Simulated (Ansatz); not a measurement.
## Run report: HfSi15O32 (charge −1), geometry relaxation (part 4 of 4)

Continued. System: HfSi15O32 (defect cell, 48 atoms in the cell, total charge −1). Method: DFT PBE, scalar-relativistic, plane waves, PAW, spin-polarised (Ansatz 0.2.0); cutoff 420 eV, 2×2×2 k-mesh, Gaussian smearing of 0.01 eV, collinear spins. The structure derives from a Materials Project entry. It belongs to a series of runs on one base structure; here: Hf on a Si site (a), charge -1, atoms relaxed at the host's cell.

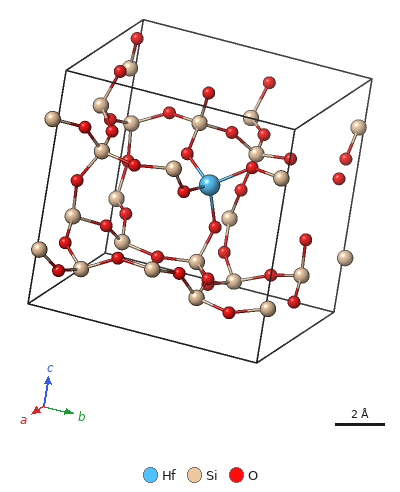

*The geometry at step 3 of the log (ball-and-stick view of the cell of the calculation, seen slightly off an axis).*

Trajectory as extended XYZ (Å, eV, eV/Å), 5 frames, from step=1 to step=5
```
48
Lattice="5.0833 5.0833 -7.0989 -5.0833 5.0833 7.0989 5.0833 -5.0833 7.0989" Properties=species:S:1:pos:R:3:forces:R:3 step=1 energy=-43464.70298
Hf    3.4203    3.4203    3.5494   -0.0544  -0.0544   0.0000
Si    3.8444    3.8444   -3.5494    0.0092   0.0092   0.0000
Si    3.7141   -1.7638    3.5539    0.0025   0.0018   0.0078
Si   -1.7638    3.7141    3.5450    0.0018   0.0025  -0.0078
Si    4.0379    0.7106    5.2922   -0.0081   0.0544  -0.0284
Si   -1.0203    6.3227    5.2282    0.0001  -0.0524   0.0341
Si   -1.0228    0.9407   12.5413   -0.0229  -0.0470  -0.0698
Si   -1.0490    1.2380    5.4184    0.0126   0.0563   0.0151
Si    0.7106    4.0379    1.8067    0.0544  -0.0081   0.0284
Si    6.3227   -1.0203    1.8707   -0.0524   0.0001  -0.0341
Si    1.2380   -1.0490    1.6805    0.0563   0.0126  -0.0151
Si    0.9407   -1.0228    8.7554   -0.0470  -0.0229   0.0698
Si    1.5732    1.5720    7.1284    0.0326   0.0186  -0.0789
Si    1.5720    1.5732   -0.0295    0.0186   0.0326   0.0789
Si    6.5570    1.4737    0.0000   -0.0154  -0.0154   0.0000
Si    1.4081    6.4913    0.0000   -0.0190  -0.0190   0.0000
O     4.4460    3.9242    1.9914   -0.0167   0.0170  -0.1095
O     4.8220    4.1707   -4.8044   -0.0589   0.0148  -0.0236
O     4.8719   -1.4763    2.4473    0.0039  -0.0056  -0.0425
O    -0.8700    3.9074    2.1886   -0.0583   0.0015  -0.0716
O     0.4087    1.6666    5.9968   -0.0134   0.0119  -0.0148
O     5.5863   -3.8494    5.9034    0.0342  -0.0060  -0.0388
O     5.5651    1.1351   -1.2486    0.0289  -0.0006  -0.0358
O     5.5385    1.0385    5.8336    0.0624   0.0017  -0.0308
O     3.9242    4.4460    5.1075    0.0170  -0.0167   0.1095
O     4.1707    4.8220   -2.2945    0.0148  -0.0589   0.0236
O     3.9074   -0.8700    4.9103    0.0015  -0.0583   0.0716
O    -1.4763    4.8719    4.6516   -0.0056   0.0039   0.0425
O     1.1402    2.9793    0.6515   -0.0309   0.0080  -0.0749
O     1.7374    3.0432    7.8018    0.0447   0.0231   0.0101
O     1.2151    8.0416    0.4593   -0.0256   0.0282  -0.0425
O     6.3975    3.0213    0.4666    0.0328   0.0302  -0.0699
O     1.6666    0.4087    1.1021    0.0119  -0.0134   0.0148
O     1.2339    0.5030    8.2944   -0.0060   0.0342   0.0388
O     1.0385    5.5385    1.2652    0.0017   0.0624   0.0308
O     6.2184    0.4818    1.2486   -0.0006   0.0289   0.0358
O     1.5465    3.7539    3.1640   -0.0411   0.0408   0.0599
O     7.3822   -1.0115    3.1022   -0.0019   0.0097   0.0603
O     2.2704   -1.4918    2.8572   -0.0530  -0.0050   0.0333
O     1.7655   -1.3274   10.1421   -0.0327  -0.0130   0.0328
O     2.9793    1.1402    6.4474    0.0080  -0.0309   0.0749
O     3.0432    1.7374   -0.7029    0.0231   0.0447  -0.0101
O     8.1046    1.3142   -0.4666    0.0302   0.0328   0.0699
O     2.9583    6.2984   -0.4593    0.0282  -0.0256   0.0425
O     3.7539    1.5465    3.9349    0.0408  -0.0411  -0.0599
O    -1.0115    7.3822    3.9967    0.0097  -0.0019  -0.0603
O    -1.3274    1.7655   11.1546   -0.0130  -0.0327  -0.0328
O    -1.4918    2.2704    4.2417   -0.0050  -0.0530  -0.0333
48
Lattice="5.0833 5.0833 -7.0989 -5.0833 5.0833 7.0989 5.0833 -5.0833 7.0989" Properties=species:S:1:pos:R:3:forces:R:3 step=2 energy=-43464.70883
Hf    3.4162    3.4162    3.5494   -0.0083  -0.0083   0.0000
Si    3.8443    3.8443   -3.5494    0.0080   0.0080   0.0000
Si    3.7135   -1.7672    3.5550    0.0055   0.0086   0.0037
Si   -1.7672    3.7135    3.5439    0.0086   0.0055  -0.0037
Si    4.0414    0.7080    5.2918   -0.0083   0.0452  -0.0242
Si   -1.0194    6.3217    5.2278   -0.0014  -0.0382   0.0269
Si   -1.0217    0.9366   12.5419   -0.0156  -0.0420  -0.0490
Si   -1.0471    1.2384    5.4184    0.0039   0.0436   0.0077
Si    0.7080    4.0414    1.8071    0.0452  -0.0083   0.0242
Si    6.3217   -1.0194    1.8711   -0.0382  -0.0014  -0.0269
Si    1.2384   -1.0471    1.6805    0.0436   0.0039  -0.0077
Si    0.9366   -1.0217    8.7548   -0.0420  -0.0156   0.0490
Si    1.5760    1.5732    7.1274    0.0210   0.0097  -0.0536
Si    1.5732    1.5760   -0.0285    0.0097   0.0210   0.0536
Si    6.5581    1.4749    0.0000   -0.0137  -0.0137   0.0000
Si    1.4099    6.4932    0.0000   -0.0144  -0.0144   0.0000
O     4.4405    3.9238    1.9866   -0.0409  -0.0040  -0.0325
O     4.8209    4.1722   -4.8054   -0.0427   0.0105  -0.0243
O     4.8707   -1.4777    2.4470    0.0049  -0.0053  -0.0367
O    -0.8742    3.9092    2.1862   -0.0450  -0.0002  -0.0575
O     0.4114    1.6680    5.9952   -0.0106   0.0117  -0.0170
O     5.5881   -3.8506    5.9036    0.0226  -0.0062  -0.0308
O     5.5669    1.1348   -1.2496    0.0180  -0.0003  -0.0328
O     5.5426    1.0374    5.8324    0.0445  -0.0006  -0.0326
O     3.9238    4.4405    5.1123   -0.0040  -0.0409   0.0325
O     4.1722    4.8209   -2.2935    0.0105  -0.0427   0.0243
O     3.9092   -0.8742    4.9127   -0.0002  -0.0450   0.0575
O    -1.4777    4.8707    4.6519   -0.0053   0.0049   0.0367
O     1.1393    2.9830    0.6509   -0.0259   0.0041  -0.0622
O     1.7396    3.0447    7.8021    0.0366   0.0114   0.0056
O     1.2160    8.0445    0.4576   -0.0198   0.0238  -0.0372
O     6.3975    3.0235    0.4650    0.0302   0.0194  -0.0596
O     1.6680    0.4114    1.1037    0.0117  -0.0106   0.0170
O     1.2327    0.5049    8.2942   -0.0062   0.0226   0.0308
O     1.0374    5.5426    1.2665   -0.0006   0.0445   0.0326
O     6.2180    0.4837    1.2496   -0.0003   0.0180   0.0328
O     1.5411    3.7580    3.1670    0.0019   0.0266   0.0514
O     7.3811   -1.0112    3.1039   -0.0037   0.0093   0.0481
O     2.2688   -1.4929    2.8588   -0.0398  -0.0042   0.0324
O     1.7608   -1.3279   10.1424   -0.0193  -0.0106   0.0313
O     2.9830    1.1393    6.4480    0.0041  -0.0259   0.0622
O     3.0447    1.7396   -0.7032    0.0114   0.0366  -0.0056
O     8.1068    1.3142   -0.4650    0.0194   0.0302   0.0596
O     2.9612    6.2992   -0.4576    0.0238  -0.0198   0.0372
O     3.7580    1.5411    3.9319    0.0266   0.0019  -0.0514
O    -1.0112    7.3811    3.9950    0.0093  -0.0037  -0.0481
O    -1.3279    1.7608   11.1543   -0.0106  -0.0193  -0.0313
O    -1.4929    2.2688    4.2401   -0.0042  -0.0398  -0.0324
48
Lattice="5.0833 5.0833 -7.0989 -5.0833 5.0833 7.0989 5.0833 -5.0833 7.0989" Properties=species:S:1:pos:R:3:forces:R:3 step=3 energy=-43464.71329
Hf    3.4109    3.4109    3.5494   -0.0167  -0.0167   0.0000
Si    3.8434    3.8434   -3.5494    0.0186   0.0186   0.0000
Si    3.7112   -1.7745    3.5560    0.0380   0.0293   0.0175
Si   -1.7745    3.7112    3.5429    0.0293   0.0380  -0.0175
Si    4.0505    0.7048    5.2897   -0.0778   0.0340  -0.0762
Si   -1.0181    6.3181    5.2269   -0.0189   0.0617  -0.0114
Si   -1.0204    0.9243   12.5406   -0.0460   0.0320   0.0316
Si   -1.0420    1.2395    5.4187   -0.0307  -0.0160  -0.0186
Si    0.7048    4.0505    1.8092    0.0340  -0.0778   0.0762
Si    6.3181   -1.0181    1.8720    0.0617  -0.0189   0.0114
Si    1.2395   -1.0420    1.6802   -0.0160  -0.0307   0.0186
Si    0.9243   -1.0204    8.7561    0.0320  -0.0460  -0.0316
Si    1.5827    1.5760    7.1263   -0.0462  -0.0602   0.0076
Si    1.5760    1.5827   -0.0274   -0.0602  -0.0462  -0.0076
Si    6.5594    1.4761    0.0000   -0.0368  -0.0368   0.0000
Si    1.4156    6.4988    0.0000   -0.0289  -0.0289   0.0000
O     4.4243    3.9217    1.9796    0.0759   0.0121  -0.0481
O     4.8177    4.1764   -4.8090   -0.0115  -0.0094  -0.0025
O     4.8675   -1.4809    2.4438   -0.0513  -0.0242   0.0102
O    -0.8835    3.9138    2.1812    0.0431  -0.0028  -0.0083
O     0.4176    1.6717    5.9907    0.0437   0.0123   0.0165
O     5.5915   -3.8555    5.9009    0.0138  -0.0030   0.0278
O     5.5696    1.1323   -1.2530    0.0400   0.0040   0.0159
O     5.5538    1.0359    5.8274    0.0283   0.0028   0.0052
O     3.9217    4.4243    5.1193    0.0121   0.0759   0.0481
O     4.1764    4.8177   -2.2899   -0.0094  -0.0115   0.0025
O     3.9138   -0.8835    4.9177   -0.0028   0.0431   0.0083
O    -1.4809    4.8675    4.6551   -0.0242  -0.0513  -0.0102
O     1.1382    2.9919    0.6471   -0.0399   0.0525   0.0322
O     1.7452    3.0474    7.8031    0.0149   0.0136   0.0156
O     1.2188    8.0529    0.4519   -0.0073   0.0085  -0.0187
O     6.3960    3.0266    0.4604   -0.0174   0.0824   0.0558
O     1.6717    0.4176    1.1082    0.0123   0.0437  -0.0165
O     1.2277    0.5083    8.2969   -0.0030   0.0138  -0.0278
O     1.0359    5.5538    1.2715    0.0028   0.0283  -0.0052
O     6.2156    0.4863    1.2530    0.0040   0.0400  -0.0159
O     1.5358    3.7691    3.1772   -0.0896   0.0277  -0.1109
O     7.3772   -1.0106    3.1095   -0.0160   0.0060  -0.0050
O     2.2645   -1.4950    2.8629   -0.0236   0.0031   0.0174
O     1.7495   -1.3308   10.1470   -0.0333   0.0086  -0.0390
O     2.9919    1.1382    6.4518    0.0525  -0.0399  -0.0322
O     3.0474    1.7452   -0.7042    0.0136   0.0149  -0.0156
O     8.1099    1.3127   -0.4604    0.0824  -0.0174  -0.0558
O     2.9696    6.3021   -0.4519    0.0085  -0.0073   0.0187
O     3.7691    1.5358    3.9217    0.0277  -0.0896   0.1109
O    -1.0106    7.3772    3.9894    0.0060  -0.0160   0.0050
O    -1.3308    1.7495   11.1497    0.0086  -0.0333   0.0390
O    -1.4950    2.2645    4.2360    0.0031  -0.0236  -0.0174
48
Lattice="5.0833 5.0833 -7.0989 -5.0833 5.0833 7.0989 5.0833 -5.0833 7.0989" Properties=species:S:1:pos:R:3:forces:R:3 step=4 energy=-43464.71740
Hf    3.4037    3.4037    3.5494    0.0246   0.0246   0.0000
Si    3.8422    3.8422   -3.5494    0.0008   0.0008   0.0000
Si    3.7153   -1.7682    3.5605    0.0128  -0.0014   0.0127
Si   -1.7682    3.7153    3.5384   -0.0014   0.0128  -0.0127
Si    4.0514    0.7029    5.3017    0.0062   0.0109  -0.0083
Si   -1.0209    6.3201    5.2286   -0.0090   0.0045   0.0008
Si   -1.0252    0.9251   12.5406    0.0004   0.0059  -0.0041
Si   -1.0371    1.2417    5.4107   -0.0148   0.0016   0.0054
Si    0.7029    4.0514    1.7972    0.0109   0.0062   0.0083
Si    6.3201   -1.0209    1.8703    0.0045  -0.0090  -0.0008
Si    1.2417   -1.0371    1.6882    0.0016  -0.0148  -0.0054
Si    0.9251   -1.0252    8.7561    0.0059   0.0004   0.0041
Si    1.5803    1.5676    7.1278   -0.0077  -0.0062   0.0083
Si    1.5676    1.5803   -0.0289   -0.0062  -0.0077  -0.0083
Si    6.5617    1.4784    0.0000    0.0001   0.0001   0.0000
Si    1.4223    6.5056    0.0000    0.0020   0.0020   0.0000
O     4.4280    3.8986    1.9795   -0.0007  -0.0014   0.0139
O     4.8154    4.1731   -4.8099   -0.0061  -0.0003   0.0011
O     4.8645   -1.4793    2.4399   -0.0040   0.0014  -0.0070
O    -0.8833    3.9286    2.1748   -0.0098   0.0009   0.0078
O     0.4270    1.6688    5.9807    0.0104   0.0089  -0.0049
O     5.5909   -3.8773    5.9008    0.0060  -0.0026   0.0033
O     5.5687    1.1389   -1.2509    0.0012  -0.0031  -0.0018
O     5.5567    1.0473    5.8298   -0.0090  -0.0016  -0.0059
O     3.8986    4.4280    5.1194   -0.0014  -0.0007  -0.0139
O     4.1731    4.8154   -2.2890   -0.0003  -0.0061  -0.0011
O     3.9286   -0.8833    4.9241    0.0009  -0.0098  -0.0078
O    -1.4793    4.8645    4.6590    0.0014  -0.0040   0.0070
O     1.1155    2.9948    0.6282   -0.0049   0.0020  -0.0100
O     1.7474    3.0404    7.8047    0.0017   0.0059   0.0050
O     1.2296    8.0594    0.4576    0.0001   0.0093   0.0025
O     6.4045    3.0310    0.4594   -0.0017  -0.0078  -0.0029
O     1.6688    0.4270    1.1182    0.0089   0.0104   0.0049
O     1.2059    0.5077    8.2970   -0.0026   0.0060  -0.0033
O     1.0473    5.5567    1.2691   -0.0016  -0.0090   0.0059
O     6.2222    0.4854    1.2509   -0.0031   0.0012   0.0018
O     1.5321    3.7576    3.1588   -0.0160   0.0002  -0.0105
O     7.3752   -1.0125    3.1105   -0.0021   0.0035   0.0016
O     2.2626   -1.4826    2.8786   -0.0089   0.0030   0.0005
O     1.7547   -1.3276   10.1443   -0.0067   0.0013   0.0019
O     2.9948    1.1155    6.4707    0.0020  -0.0049   0.0100
O     3.0404    1.7474   -0.7058    0.0059   0.0017  -0.0050
O     8.1143    1.3213   -0.4594   -0.0078  -0.0017   0.0029
O     2.9761    6.3129   -0.4576    0.0093   0.0001  -0.0025
O     3.7576    1.5321    3.9401    0.0002  -0.0160   0.0105
O    -1.0125    7.3752    3.9884    0.0035  -0.0021  -0.0016
O    -1.3276    1.7547   11.1524    0.0013  -0.0067  -0.0019
O    -1.4826    2.2626    4.2203    0.0030  -0.0089  -0.0005
48
Lattice="5.0833 5.0833 -7.0989 -5.0833 5.0833 7.0989 5.0833 -5.0833 7.0989" Properties=species:S:1:pos:R:3:forces:R:3 step=5 energy=-43464.71740
Hf    3.4037    3.4037    3.5494    0.0246   0.0246   0.0000
Si    3.8422    3.8422   -3.5494    0.0008   0.0008   0.0000
Si    3.7153   -1.7682    3.5605    0.0128  -0.0014   0.0127
Si   -1.7682    3.7153    3.5384   -0.0014   0.0128  -0.0127
Si    4.0514    0.7029    5.3017    0.0062   0.0108  -0.0082
Si   -1.0209    6.3201    5.2286   -0.0091   0.0045   0.0008
Si   -1.0252    0.9251   12.5406    0.0004   0.0059  -0.0041
Si   -1.0371    1.2417    5.4107   -0.0148   0.0016   0.0054
Si    0.7029    4.0514    1.7972    0.0108   0.0062   0.0082
Si    6.3201   -1.0209    1.8703    0.0045  -0.0091  -0.0008
Si    1.2417   -1.0371    1.6882    0.0016  -0.0148  -0.0054
Si    0.9251   -1.0252    8.7561    0.0059   0.0004   0.0041
Si    1.5803    1.5676    7.1278   -0.0077  -0.0062   0.0084
Si    1.5676    1.5803   -0.0289   -0.0062  -0.0077  -0.0084
Si    6.5617    1.4784    0.0000    0.0001   0.0001   0.0000
Si    1.4223    6.5056    0.0000    0.0020   0.0020   0.0000
O     4.4280    3.8986    1.9795   -0.0008  -0.0015   0.0140
O     4.8154    4.1731   -4.8099   -0.0061  -0.0003   0.0011
O     4.8645   -1.4793    2.4399   -0.0040   0.0014  -0.0070
O    -0.8833    3.9286    2.1748   -0.0098   0.0009   0.0078
O     0.4270    1.6688    5.9807    0.0104   0.0089  -0.0049
O     5.5909   -3.8773    5.9008    0.0061  -0.0026   0.0033
O     5.5687    1.1389   -1.2509    0.0012  -0.0031  -0.0018
O     5.5567    1.0473    5.8298   -0.0090  -0.0016  -0.0059
O     3.8986    4.4280    5.1194   -0.0015  -0.0008  -0.0140
O     4.1731    4.8154   -2.2890   -0.0003  -0.0061  -0.0011
O     3.9286   -0.8833    4.9241    0.0009  -0.0098  -0.0078
O    -1.4793    4.8645    4.6590    0.0014  -0.0040   0.0070
O     1.1155    2.9948    0.6282   -0.0049   0.0021  -0.0100
O     1.7474    3.0404    7.8047    0.0017   0.0059   0.0050
O     1.2296    8.0594    0.4576    0.0001   0.0093   0.0025
O     6.4045    3.0310    0.4594   -0.0017  -0.0078  -0.0029
O     1.6688    0.4270    1.1182    0.0089   0.0104   0.0049
O     1.2059    0.5077    8.2970   -0.0026   0.0061  -0.0033
O     1.0473    5.5567    1.2691   -0.0016  -0.0090   0.0059
O     6.2222    0.4854    1.2509   -0.0031   0.0012   0.0018
O     1.5321    3.7576    3.1588   -0.0159   0.0002  -0.0104
O     7.3752   -1.0125    3.1105   -0.0021   0.0035   0.0016
O     2.2626   -1.4826    2.8786   -0.0089   0.0030   0.0005
O     1.7547   -1.3276   10.1443   -0.0067   0.0012   0.0019
O     2.9948    1.1155    6.4707    0.0021  -0.0049   0.0100
O     3.0404    1.7474   -0.7058    0.0059   0.0017  -0.0050
O     8.1143    1.3213   -0.4594   -0.0078  -0.0017   0.0029
O     2.9761    6.3129   -0.4576    0.0093   0.0001  -0.0025
O     3.7576    1.5321    3.9401    0.0002  -0.0159   0.0104
O    -1.0125    7.3752    3.9884    0.0035  -0.0021  -0.0016
O    -1.3276    1.7547   11.1524    0.0012  -0.0067  -0.0019
O    -1.4826    2.2626    4.2203    0.0030  -0.0089  -0.0005
```

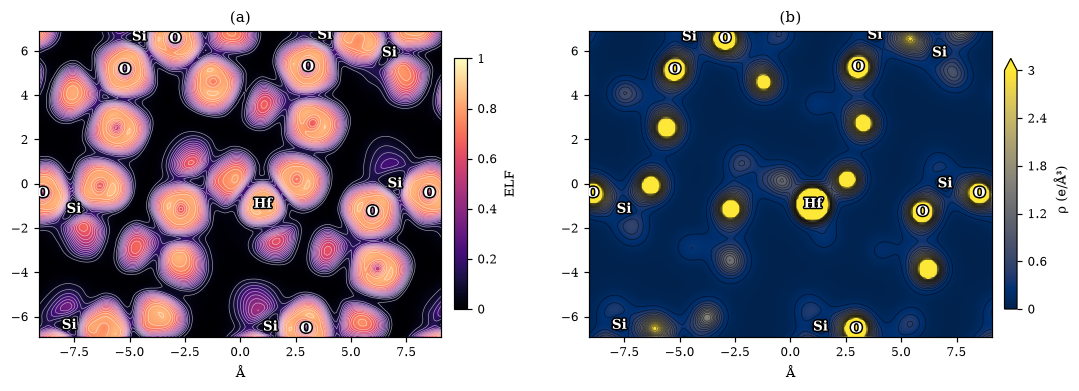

*(a) ELF; (b) valence charge density (pseudo) on the (111) plane of the calculation cell.*

Away from the nuclei the density in this plane falls to 0.003 e/Å³ at its lowest. The strong features right at Hf lie inside the PAW spheres (semicore, d or f shells) and say nothing about bonding. The fields are those of the smooth PAW valence density.

Results in brief

```tsv
quantity	value
outcome	converged
electrons treated	279
free energy	−43464.7174 eV
Fermi energy	7.291 eV
gap on the k-point mesh	none (metallic)
net moment of the cell	0.00 μB
integrated absolute moment	0.00 μB
final volume	733.73 Å³
largest force (length of the vector) at the end	0.035 eV/Å
hardware	4 threads of Intel Xeon (Sapphire Rapids), 32 GiB of memory available, shared host
wall time	3.6 min (CPU time 14 min)
peak memory	3 GiB
```

Remarks

The program warns: some starting moments were not kept. The cell is charged and computed with a neutralising background, so its energy and pressure depend on the cell and aren't those of a real crystal. Spin–orbit coupling is left out, which matters for Hf.
